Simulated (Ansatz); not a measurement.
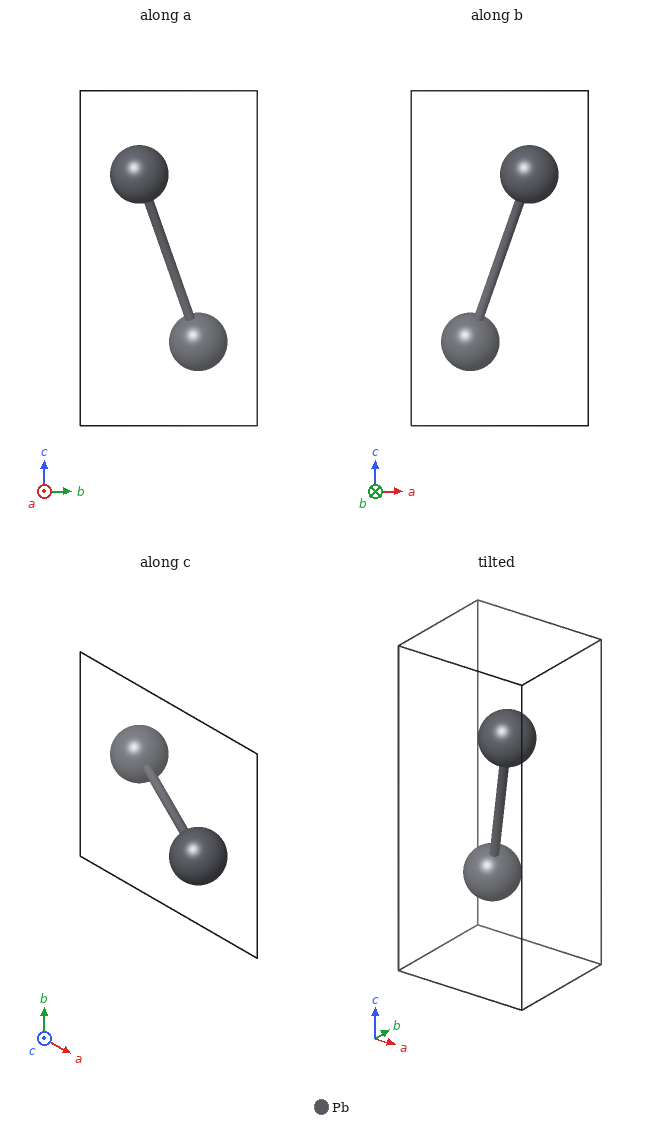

The image is a ball-and-stick drawing of a crystal, viewed along the a axis, along the b axis, along the c axis and slightly off an axis. The conventional unit cell is outlined; an atom on or near a face, edge or corner is repeated at each equivalent position.

Lattice parameters: a = 3.554 Å, b = 3.554 Å, c = 5.828 Å, α = 90.00°, β = 90.00°, γ = 120.00°.

Question: From the views, write a table of Wyckoff sites.

Answer: Space group P6_3/mmc (No. 194).
| atom | site | x | y | z |
| --- | --- | --- | --- | --- |
| Pb | 2c | 0.3333 | 0.6667 | 0.2500 |

Its origin is a structure type filled with this element by a generator (whether the element takes this form wasn't checked). Earlier steps of the study may have refined or changed the cell and positions. It was run through Ansatz as a DFT input.
